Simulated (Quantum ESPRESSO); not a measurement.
## Single-point calculation of Ta₂C (part 2 of 2)

Continued. System: Ta₂C (3 atoms in the cell). Method: Kohn-Sham DFT of a periodic cell, PBEsol, GBRV 1.5 PBEsol, no spin polarisation (Quantum ESPRESSO 7.5); cutoff 761.92 eV, 10×10×6 k-mesh, fermi-dirac of 0.05 eV. The structure derives from an entry of the Crystallography Open Database. The volume is scaled by 1.04.

Geometry of the input (Å; fractional positions):
```
3.1468  0.0000  0.0000
-1.5734  2.7252  0.0000
0.0000  0.0000  5.0115
Ta 0.6667  0.3333  0.7480
Ta 0.3333  0.6667  0.2520
C  0.0000  0.0000  0.0000
```

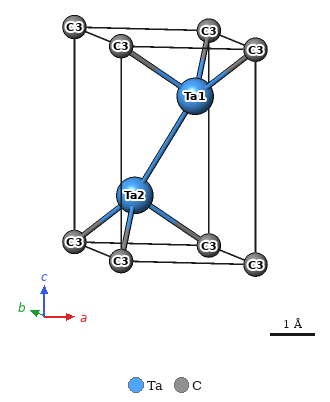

*The structure (ball-and-stick view of the cell of the calculation, seen slightly off an axis; atoms are numbered from 1 in the order of the input). An atom can appear more than once, as a periodic image.*

**Log, continued**
```
   -50.3665 -50.3419 -17.1675 -17.0363 -16.9870 -16.8392 -16.6592 -16.6556
     6.3527  11.0606  13.2157  13.7689  14.2217  15.7309  17.0365  20.0371
    20.4498  21.4143  21.6573  22.1813  23.4667  23.5253

          k = 0.0000 0.4619 0.1047 (  2050 PWs)   bands (ev):

   -50.3648 -50.3435 -17.2092 -17.0619 -16.9179 -16.8261 -16.6692 -16.6593
     6.2856  11.3196  13.1786  13.8978  14.4574  15.4665  16.8464  19.4425
    19.8430  21.1147  21.9582  22.2415  22.8833  24.7031

          k = 0.0000 0.4619 0.2093 (  2049 PWs)   bands (ev):

   -50.3603 -50.3481 -17.2375 -17.1298 -16.8062 -16.7924 -16.7037 -16.6713
     6.2509  11.3668  13.1296  14.0679  14.8304  15.4862  16.7994  18.9636
    19.1454  21.0517  21.6230  22.0220  22.8417  25.7471

          k = 0.0000 0.4619-0.3140 (  2062 PWs)   bands (ev):

   -50.3542 -50.3542 -17.2195 -17.1877 -16.7566 -16.7399 -16.7265 -16.7095
     6.2817  11.1436  13.0918  14.0949  15.1801  15.6442  16.7884  19.0253
    19.0991  21.0688  21.1662  21.6847  23.2377  25.3890

          k = 0.0000-0.5774 0.0000 (  2048 PWs)   bands (ev):

   -50.3606 -50.3421 -17.2160 -17.0767 -16.9411 -16.8537 -16.6945 -16.6634
     6.4895  10.9552  13.3340  13.6935  14.0256  15.7832  17.2364  20.7003
    20.8265  21.9315  22.3219  22.4488  22.6624  23.0089

          k = 0.0000-0.5774 0.1047 (  2048 PWs)   bands (ev):

   -50.3593 -50.3433 -17.2401 -17.1130 -16.8904 -16.8413 -16.6823 -16.6763
     6.4631  10.9635  13.2500  13.7810  14.2633  15.8922  17.1137  20.2682
    20.3054  21.5720  22.2869  22.2911  22.8566  23.8218

          k = 0.0000-0.5774 0.2093 (  2062 PWs)   bands (ev):

   -50.3560 -50.3467 -17.2646 -17.1854 -16.8074 -16.7944 -16.7111 -16.6766
     6.4129  10.9673  13.1387  13.9744  14.7983  16.1215  16.8126  19.4210
    19.4634  21.5647  22.1810  22.2318  22.5285  25.1262

          k = 0.0000-0.5774-0.3140 (  2060 PWs)   bands (ev):

   -50.3514 -50.3513 -17.2577 -17.2336 -16.7683 -16.7507 -16.7231 -16.7042
     6.3890  10.9625  13.1042  14.0826  15.1234  16.3586  16.5135  19.0467
    19.0473  21.6130  22.1138  22.2231  22.3546  24.8642

          k = 0.1000 0.1732 0.0000 (  2059 PWs)   bands (ev):

   -50.3975 -50.3489 -17.2072 -16.8160 -16.7777 -16.6923 -16.6174 -16.5425
     5.2643  11.6611  12.5026  14.0731  15.1379  16.4547  17.5038  18.0939
    18.4372  18.9409  20.6470  21.0364  22.2828  24.5735

          k = 0.1000 0.1732 0.1047 (  2041 PWs)   bands (ev):

   -50.3943 -50.3522 -17.1738 -16.8014 -16.7824 -16.7062 -16.6257 -16.5672
     5.3299  11.4244  12.7086  14.0001  15.1889  16.3917  17.5351  17.7547
    18.6063  19.2082  20.7813  21.0457  22.5917  23.7369

          k = 0.1000 0.1732 0.2093 (  2029 PWs)   bands (ev):

   -50.3854 -50.3611 -17.0836 -16.8355 -16.7608 -16.7105 -16.6481 -16.6255
     5.4681  11.0575  13.0156  13.9029  15.3557  16.2082  16.8608  17.9417
    18.9499  19.8961  20.8086  21.0631  22.6284  23.3968

          k = 0.1000 0.1732-0.3140 (  2038 PWs)   bands (ev):

   -50.3733 -50.3732 -16.9889 -16.9206 -16.7090 -16.7075 -16.6748 -16.6669
     5.5410  10.8936  13.1512  13.8720  15.5227  16.1067  16.4674  17.9028
    19.7030  20.0621  20.6709  20.7793  22.6860  23.2072

          k = 0.1000 0.2887 0.0000 (  2050 PWs)   bands (ev):

   -50.3848 -50.3449 -17.1286 -16.9518 -16.8907 -16.7615 -16.6491 -16.5807
     5.7687  11.7683  12.4656  13.8927  15.0261  15.7016  16.9361  18.5530
    19.0703  20.0460  21.0132  21.9503  23.2927  24.2322

          k = 0.1000 0.2887 0.1047 (  2046 PWs)   bands (ev):

   -50.3822 -50.3476 -17.1318 -16.9204 -16.8914 -16.7646 -16.6628 -16.5929
     5.7760  12.0573  12.2952  13.8302  15.1059  15.7378  17.0035  17.8831
    19.1861  20.0261  21.1006  21.7225  23.1912  24.0995

          k = 0.1000 0.2887 0.2093 (  2051 PWs)   bands (ev):

   -50.3749 -50.3549 -17.1120 -16.9573 -16.8184 -16.7562 -16.6908 -16.6320
     5.8305  11.9470  12.4548  13.6963  15.2437  15.8679  16.9357  17.6235
    19.2484  20.1787  20.7760  21.6632  22.6276  24.7553

          k = 0.1000 0.2887-0.3140 (  2050 PWs)   bands (ev):

   -50.3649 -50.3649 -17.0714 -17.0148 -16.7523 -16.7496 -16.6931 -16.6870
     5.8795  11.6492  12.6632  13.6761  15.4142  15.9655  16.3754  18.2391
    19.5636  19.8425  20.8380  21.2172  23.0111  24.0037

          k = 0.1000 0.4041 0.0000 (  2052 PWs)   bands (ev):

   -50.3708 -50.3422 -17.1053 -17.0277 -16.9859 -16.8321 -16.6775 -16.6366
     6.2339  11.3252  13.1191  13.6701  14.5958  15.5943  16.7183  19.4004
    19.9672  21.2831  21.3467  22.1935  23.5820  23.8032

          k = 0.1000 0.4041 0.1047 (  2054 PWs)   bands (ev):

   -50.3689 -50.3441 -17.1603 -17.0189 -16.9320 -16.8232 -16.6972 -16.6327
     6.1876  11.6360  13.0507  13.6091  14.7771  15.5332  16.6569  18.5470
    20.0301  20.9331  21.4988  22.0774  23.1075  24.6671

          k = 0.1000 0.4041 0.2093 (  2062 PWs)   bands (ev):

   -50.3637 -50.3494 -17.1881 -17.0764 -16.8424 -16.7803 -16.7307 -16.6449
     6.1769  11.7786  12.9726  13.4737  15.0512  15.7928  16.9347  17.6845
    19.9505  20.4728  21.2603  22.1577  22.8252  25.4912

          k = 0.1000 0.4041-0.3140 (  2062 PWs)   bands (ev):

   -50.3565 -50.3565 -17.1695 -17.1309 -16.7929 -16.7863 -16.6931 -16.6895
     6.2126  11.5148  12.9943  13.5359  15.3203  15.8900  16.7292  18.1529
    19.6594  20.2687  21.2831  21.8291  23.2936  24.8955

          k = 0.1000 0.5196 0.0000 (  2055 PWs)   bands (ev):

   -50.3606 -50.3421 -17.1909 -17.0546 -16.9415 -16.8737 -16.6961 -16.6922
     6.4859  11.1552  13.3642  13.4972  14.3309  15.7162  16.9179  20.1467
    20.5931  21.7769  22.1236  22.4214  22.9032  23.2472

          k = 0.1000 0.5196 0.1047 (  2052 PWs)   bands (ev):

   -50.3593 -50.3433 -17.2185 -17.0864 -16.9100 -16.8402 -16.7227 -16.6692
     6.4448  11.2697  13.2888  13.5636  14.5446  15.6924  16.8606  19.2566
    20.7761  21.4560  22.0375  22.2945  22.8440  23.9360

          k = 0.1000 0.5196 0.2093 (  2054 PWs)   bands (ev):

   -50.3560 -50.3467 -17.2440 -17.1554 -16.8652 -16.7637 -16.7562 -16.6585
     6.4115  11.2771  13.2111  13.5369  15.0649  15.9633  16.9322  18.1954
    20.5187  20.9776  21.7760  22.5009  22.6876  24.9161

          k = 0.1000 0.5196-0.3140 (  2060 PWs)   bands (ev):

   -50.3514 -50.3513 -17.2323 -17.2078 -16.8189 -16.8096 -16.6899 -16.6827
     6.4186  11.1602  13.1807  13.5329  15.4170  16.1857  16.9717  17.8566
    20.3010  20.7054  21.7285  22.4534  22.8870  24.9273

          k = 0.2000 0.3464 0.0000 (  2055 PWs)   bands (ev):

   -50.3724 -50.3424 -17.0630 -17.0129 -17.0053 -16.8098 -16.7159 -16.6289
     6.1871  11.5611  13.0819  13.5121  15.0018  15.3146  16.5129  19.2133
    19.6078  21.0763  21.3626  22.4972  23.3655  24.0143

          k = 0.2000 0.3464 0.1047 (  2054 PWs)   bands (ev):

   -50.3704 -50.3444 -17.1068 -17.0388 -16.9145 -16.8279 -16.7248 -16.6224
     6.1890  11.6600  12.9791  13.3767  15.2358  15.4442  16.5465  18.6364
    19.9122  20.6077  21.5483  22.4128  23.2953  23.9805

          k = 0.2000 0.3464 0.2093 (  2051 PWs)   bands (ev):

   -50.3649 -50.3499 -17.1373 -17.0678 -16.8411 -16.8222 -16.7340 -16.6318
     6.1932  11.9194  12.6320  13.3068  15.5443  15.7428  16.6914  17.9558
    19.6621  20.3274  21.6139  22.2906  22.9477  24.5479

          k = 0.2000 0.3464-0.3140 (  2056 PWs)   bands (ev):

   -50.3574 -50.3574 -17.1369 -17.0937 -16.8249 -16.8177 -16.6808 -16.6797
     6.1955  12.1962  12.3261  13.2871  15.5567  16.3003  16.3669  17.9782
    19.0908  20.3648  21.7375  22.0115  23.3109  24.2151

          k = 0.2000 0.4619 0.0000 (  2062 PWs)   bands (ev):

   -50.3606 -50.3421 -17.1332 -17.0321 -16.9432 -16.8879 -16.7660 -16.6920
     6.4805  11.5598  13.1550  13.4881  14.8663  15.5370  16.2928  19.6572
    20.3339  21.1096  21.8213  22.4858  23.0025  24.0490

          k = 0.2000 0.4619 0.1047 (  2057 PWs)   bands (ev):

   -50.3594 -50.3433 -17.1554 -17.0667 -16.9280 -16.8529 -16.7821 -16.6674
     6.4627  11.6808  13.0122  13.4362  15.0588  15.6616  16.2979  19.0470
    20.4721  20.8683  21.9621  22.4971  22.9067  24.1453

          k = 0.2000 0.4619 0.2093 (  2057 PWs)   bands (ev):

   -50.3560 -50.3467 -17.1838 -17.1152 -16.9248 -16.8424 -16.7363 -16.6462
     6.4559  11.7821  12.6968  13.3570  15.5130  16.0044  16.5885  18.1019
    19.8895  21.0144  22.0085  22.3969  22.9616  24.7244

          k = 0.2000 0.4619-0.3140 (  2054 PWs)   bands (ev):

   -50.3514 -50.3513 -17.1806 -17.1538 -16.8944 -16.8814 -16.6695 -16.6670
     6.4673  11.6896  12.6422  13.3260  15.7890  16.2423  16.6954  17.9069
    19.3434  21.0705  21.8081  22.6298  23.3681  24.5073

          k = 0.2000 0.5774 0.0000 (  2059 PWs)   bands (ev):

   -50.3548 -50.3433 -17.1680 -17.0240 -16.9391 -16.8888 -16.7823 -16.7352
     6.5774  11.6055  13.0147  13.5854  14.8094  15.6745  16.3715  19.9748
    20.3710  21.3090  21.6377  22.0835  22.9412  24.5246

          k = 0.2000 0.5774 0.1047 (  2058 PWs)   bands (ev):

   -50.3540 -50.3441 -17.1786 -17.0633 -16.9715 -16.8211 -16.8039 -16.6965
     6.5774  11.5632  12.9374  13.5408  15.0075  15.8237  16.4415  19.5042
    20.5436  21.0434  21.5133  22.1365  23.3442  24.3664

          k = 0.2000 0.5774 0.2093 (  2070 PWs)   bands (ev):

   -50.3519 -50.3462 -17.1962 -17.1343 -16.9619 -16.8594 -16.7209 -16.6572
     6.5773  11.4962  12.7834  13.4313  15.5283  16.1350  16.6391  18.4895
    20.4241  20.9159  21.4886  22.3746  23.6339  24.3391

          k = 0.2000 0.5774-0.3140 (  2058 PWs)   bands (ev):

   -50.3490 -50.3490 -17.1930 -17.1775 -16.9232 -16.9075 -16.6650 -16.6613
     6.5772  11.4696  12.7099  13.3693  15.9675  16.1797  16.8939  17.8273
    20.2133  20.9114  21.4691  22.6864  23.4953  24.5504

          k = 0.3000 0.5196 0.0000 (  2063 PWs)   bands (ev):

   -50.3517 -50.3446 -17.1374 -17.0088 -16.9530 -16.8559 -16.8556 -16.7615
     6.6081  12.0098  12.6519  13.7311  15.1070  15.7383  15.9400  19.6783
    20.5265  20.9921  21.1075  22.0148  22.8839  25.5080

          k = 0.3000 0.5196 0.1047 (  2062 PWs)   bands (ev):

   -50.3512 -50.3451 -17.1286 -17.0610 -16.9949 -16.8796 -16.7871 -16.7182
     6.6188  11.9509  12.5331  13.6606  15.3283  15.8882  16.0399  19.7032
    20.1841  20.6664  21.2922  21.9552  23.3517  25.3198

          k = 0.3000 0.5196 0.2093 (  2050 PWs)   bands (ev):

   -50.3499 -50.3464 -17.1312 -17.1186 -17.0247 -16.9235 -16.7020 -16.6644
     6.6403  11.8645  12.2930  13.5400  15.8268  16.1812  16.2883  19.0750
    19.6000  20.6580  21.7065  22.2156  23.9562  24.9048

          k = 0.3000 0.5196-0.3140 (  2060 PWs)   bands (ev):

   -50.3481 -50.3481 -17.1482 -17.1377 -16.9954 -16.9691 -16.6562 -16.6551
     6.6510  11.8415  12.1653  13.4853  16.1402  16.3361  16.4500  18.5333
    19.4258  20.5842  22.0131  22.6552  24.1092  24.6346

          k = 0.0000 0.1155-0.1047 (  2035 PWs)   bands (ev):

   -50.4014 -50.3553 -17.2077 -16.7287 -16.7014 -16.6644 -16.6016 -16.5597
     5.0353  10.9526  13.3463  13.9873  15.0935  16.9788  17.5641  18.1243
    18.3397  18.9619  20.5140  20.5548  21.4575  24.1082

          k = 0.0000 0.1155-0.2093 (  2032 PWs)   bands (ev):

   -50.3917 -50.3651 -17.0882 -16.7554 -16.7021 -16.6828 -16.6249 -16.6204
     5.2271  10.5488  13.5251  13.8966  15.3582  16.4684  17.0810  17.7668
    19.2386  19.7866  20.7519  20.9594  21.9309  23.1822

          k = 0.0000 0.2309-0.1047 (  2051 PWs)   bands (ev):

   -50.3910 -50.3508 -17.1565 -16.8566 -16.7945 -16.7436 -16.6191 -16.5717
     5.4789  11.4537  12.5347  13.9682  15.1939  16.2072  17.2048  18.6383
    18.8358  19.0983  20.9509  21.2803  22.4865  24.1486

          k = 0.0000 0.2309-0.2093 (  2042 PWs)   bands (ev):

   -50.3825 -50.3593 -17.0806 -16.8858 -16.7869 -16.7206 -16.6425 -16.6316
     5.5943  11.1380  12.8122  13.9392  15.4337  15.8851  16.8235  18.5153
    19.1899  19.8625  20.7167  21.0640  22.7126  23.6901

          k = 0.0000 0.3464-0.1047 (  2052 PWs)   bands (ev):

   -50.3773 -50.3461 -17.1121 -17.0066 -16.9187 -16.7917 -16.6445 -16.6045
     6.0106  11.1834  12.8231  13.8871  14.6992  15.9198  17.0679  19.5352
    19.5486  20.1151  21.1207  21.6309  23.1135  23.8967

          k = 0.0000 0.3464-0.2093 (  2058 PWs)   bands (ev):

   -50.3707 -50.3527 -17.1187 -17.0475 -16.8348 -16.7637 -16.6732 -16.6415
     6.0339  11.1967  12.8400  13.9563  15.0194  15.6895  16.9163  19.4445
    19.6186  20.3406  20.4659  20.9864  23.3046  24.4222

          k = 0.0000 0.4619-0.1047 (  2050 PWs)   bands (ev):

   -50.3649 -50.3435 -17.1865 -17.0852 -16.9262 -16.8284 -16.6668 -16.6506
     6.3848  10.8753  13.1832  13.7917  14.3061  16.0226  17.1707  20.3147
    20.3750  21.1966  21.3261  21.7217  23.3467  23.7365

          k = 0.0000 0.4619-0.2093 (  2049 PWs)   bands (ev):

   -50.3604 -50.3480 -17.2093 -17.1583 -16.8180 -16.7965 -16.6995 -16.6594
     6.3483  10.9133  13.1076  13.9471  14.7542  16.0980  16.9128  19.6911
    19.7174  21.0045  21.1194  21.5646  23.3289  24.8090

          k =-0.1000 0.2887-0.1047 (  2046 PWs)   bands (ev):

   -50.3822 -50.3476 -17.1207 -16.9428 -16.8839 -16.7699 -16.6572 -16.5894
     5.8158  11.5835  12.5594  13.7831  15.0837  15.8619  17.0106  18.4643
    19.2748  20.0174  20.9698  22.0051  22.9650  23.8153

          k =-0.1000 0.2887-0.2093 (  2051 PWs)   bands (ev):

   -50.3749 -50.3549 -17.0957 -16.9792 -16.8176 -16.7632 -16.6831 -16.6279
     5.8721  11.5246  12.6410  13.7076  15.4088  15.7574  16.7678  18.3982
    19.3691  20.1338  20.7525  21.5690  22.9212  23.9268

          k =-0.1000 0.4041-0.1047 (  2054 PWs)   bands (ev):

   -50.3689 -50.3441 -17.1271 -17.0608 -16.9294 -16.8293 -16.6893 -16.6285
     6.2703  11.1525  13.1129  13.6015  14.6939  15.8505  16.8568  19.6062
    20.0676  20.4758  21.4145  22.4448  23.1698  23.7388

          k =-0.1000 0.4041-0.2093 (  2062 PWs)   bands (ev):

   -50.3637 -50.3493 -17.1531 -17.1141 -16.8451 -16.7934 -16.7186 -16.6387
     6.2596  11.2235  13.0390  13.5989  15.0880  15.9302  16.7539  19.2806
    19.4469  20.3497  21.4453  21.8400  23.3395  24.2866

          k =-0.1000 0.5196-0.1047 (  2052 PWs)   bands (ev):

   -50.3594 -50.3433 -17.2081 -17.0974 -16.9116 -16.8456 -16.7164 -16.6679
     6.4925  11.0529  13.2876  13.5119  14.5252  15.9564  16.9440  19.8979
    20.5786  21.0967  21.9998  22.4837  23.3045  23.4714

          k =-0.1000 0.5196-0.2093 (  2054 PWs)   bands (ev):

   -50.3560 -50.3467 -17.2299 -17.1700 -16.8664 -16.7795 -16.7423 -16.6548
     6.4586  11.0524  13.1855  13.5650  15.0333  16.2074  16.8512  18.7580
    20.5046  20.7582  21.8617  22.2467  23.1816  24.3770

          k =-0.2000 0.4619-0.1047 (  2057 PWs)   bands (ev):

   -50.3594 -50.3433 -17.1374 -17.0891 -16.9181 -16.8683 -16.7728 -16.6668
     6.4919  11.4865  13.0614  13.4198  15.1339  15.7004  16.3458  19.6774
    20.1590  20.4838  21.9638  22.8253  23.0267  24.1493

          k =-0.2000 0.4619-0.2093 (  2057 PWs)   bands (ev):

   -50.3560 -50.3467 -17.1583 -17.1434 -16.9216 -16.8461 -16.7348 -16.6444
     6.4855  11.5246  12.8335  13.3686  15.6145  15.9943  16.4280  18.9237
    19.3728  20.8875  21.9987  22.5280  23.4762  24.2646

     the Fermi energy is    17.5863 ev

!    total energy              =    -295.12205462 Ry
     estimated scf accuracy    <          2.7E-10 Ry
     smearing contrib. (-TS)   =      -0.00053872 Ry
     internal energy E=F+TS    =    -295.12151590 Ry

     The total energy is F=E-TS. E is the sum of the following terms:
     one-electron contribution =     -33.11986248 Ry
     hartree contribution      =      31.43128198 Ry
     xc contribution           =     -87.54712427 Ry
     ewald contribution        =    -205.88581113 Ry

     convergence has been achieved in   9 iterations

     Computing stress (Cartesian axis) and pressure

     negative rho (up, down):  2.016E-01 0.000E+00
          total   stress  (Ry/bohr**3)                   (kbar)     P=     -131.31
  -0.00086722  -0.00000000   0.00000000         -127.57       -0.00        0.00
  -0.00000000  -0.00086722  -0.00000000           -0.00     -127.57       -0.00
  -0.00000000   0.00000000  -0.00094336           -0.00        0.00     -138.77

=------------------------------------------------------------------------------=
   JOB DONE.
=------------------------------------------------------------------------------=
```

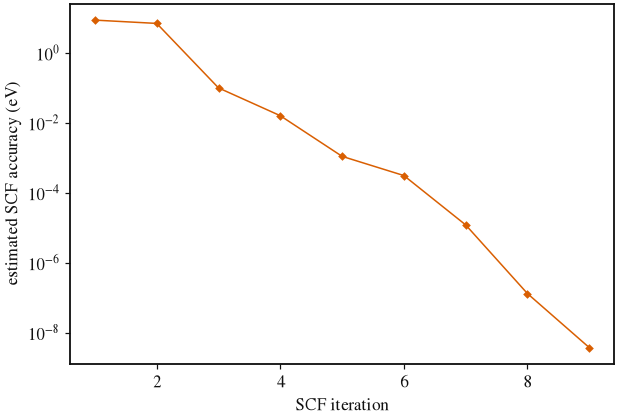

*Convergence of the self-consistent field: estimated SCF accuracy against the iteration.*

The field takes 9 iterations in all.

**Results in brief**

```tsv
quantity	value
outcome	converged
space group (tolerance 0.01 Å)	P-3m1 (164)
electrons treated	30
free energy	−4015.3401 eV
Fermi energy	17.586 eV
gap on the k-point mesh	none (metallic)
pressure	−13.13 GPa
hardware	2 threads of Intel Xeon (Sapphire Rapids), 16 GiB of memory available, shared host
wall time	21 s (CPU time 42 s)
peak memory	0.46 GiB
```

**Notes**

Notes on the run: negative rho. Spin–orbit coupling is left out, which matters for Ta. The cell is under a tension of 13.1 GPa at this level, so it is not at its equilibrium volume.
